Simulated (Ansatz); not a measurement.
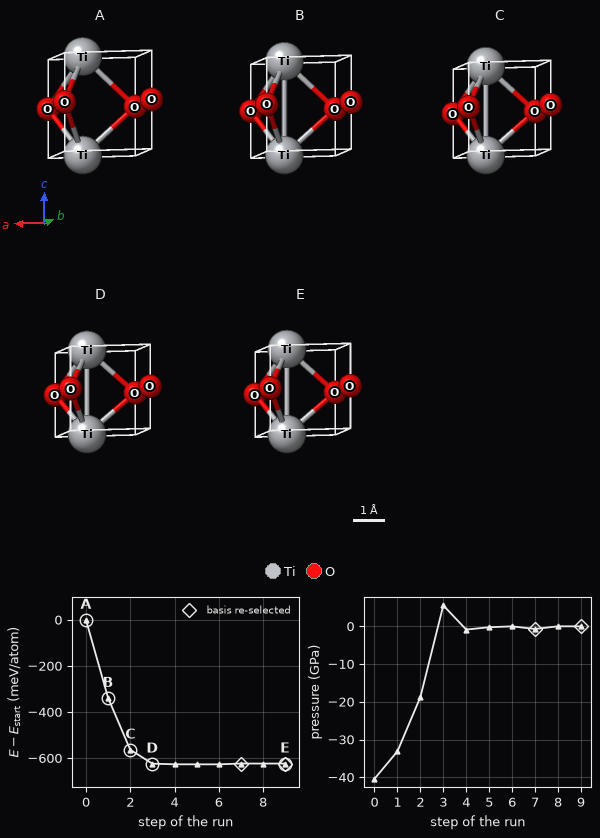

Frames of a relaxation of crystalline TiO (set up in P-6m2), marked on the history of the run. Style: ball-and-stick. Shown: the cell of the calculation, from a free direction.

Case: relaxed functional: PBEsol.

The calculation used DFT PBEsol, scalar-relativistic, plane waves, PAW in Ansatz 0.2.0.

The input:
```yaml
crystal:
  lattice:
    - [3.0309987015, 0.0, 0.0]
    - [-1.5154993507, 2.6249218743, 0.0]
    - [0.0, 0.0, 3.2377]
  atoms:
    - { symbol: Ti, position: [0.6666666667, 0.3333333333, 0.0] }
    - { symbol: O, position: [0.0, 0.0, 0.5] }
basis:
  ecutwfc: 420
kpoints:
  mp_grid: { grid: [18, 18, 14] }
hamiltonian:
  xc: pbesol
scf:
  occupations: { method: gaussian, width: 0.1 }
output:
  forces: true
  stress: true
  eigenvalues: true
  write_density: true
  write_potential: true
  elf: true
  volumetric_format: npy
relax:
  adjacent_minimum: "off"
  f_tol: 0.01
  max_steps: 60
  cell: { stress_tol: 0.05 }
```

Launched with:
```bash
ansatz run input.yaml --threads 1 --pin off --max-ram 2560MiB --backend cpu --events-out ev --progress --plain --runs-dir out
```

> What happens along the run?

The atoms keep their places relative to the cell (all moves are under 0.005 Å). The volume changes by −26.9 %, with a = b 3.031 → 2.789 Å (−8.0 %), c 3.238 → 2.794 Å (−13.7 %). Near-neighbour distances that change, for instance: Ti1–Ti1 3.238 → 2.794 Å, Ti1–O2 2.384 → 2.132 Å, Ti1–Ti1 (another image) 3.031 → 2.789 Å. Among the angles between lasting bonds that change: Ti1–O2–Ti1 85.5° → 81.9°, Ti1–O2–Ti1 78.9° → 81.7°. The space group stays P-6m2 (No. 187). The energy falls by 624 meV per atom in 7 accepted moves (9 points after the start). All forces vanish by symmetry, so only the cell relaxes. Pressure: −40.40 GPa at the start and 0.00 GPa at the end. The SCF was repeated twice at an unchanged geometry on a basis and grid sized afresh for the cell, which shifted the energy by 3.5 meV per atom at most. From step 0 to 1: volume −10.6 %, energy −339 meV per atom. From step 1 to 2: volume −10.6 %, energy −224 meV per atom. From step 2 to 3: volume −10.2 %, energy −60.8 meV per atom. From step 3 to 9: volume +1.8 %, energy +0.5 meV per atom.
